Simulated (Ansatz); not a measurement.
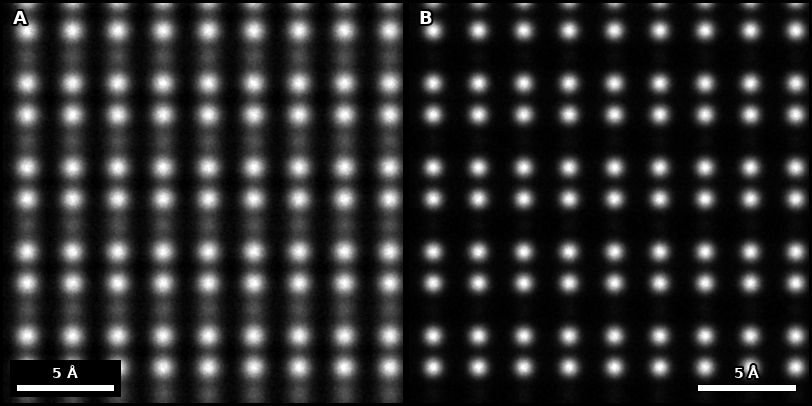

Two simulated images of the same area of AlAu₂ (I4/mmm, No. 139) along [110], with a probe of 0.71 Å. One is incoherent Z contrast (Z^1.8 per atom), the other the projected potential of neutral atoms blurred by the probe (iDPC-like, thin sample). Brightness is counted from the darkest point of the image. Shot noise was added. Atomic positions: the end point of a relaxation with Ansatz, DFT PBEsol, scalar-relativistic, plane waves, PAW.

Q: Which panel is which, and how can one tell?

B is the Z-contrast image and A the potential image. The columns of 1 Al per repeat reach about 4 % of the brightest peak (1 Au) in B but about 31 % in A, mainly since the potential grows much more slowly with atomic number. The Al columns show clearly in A alone.
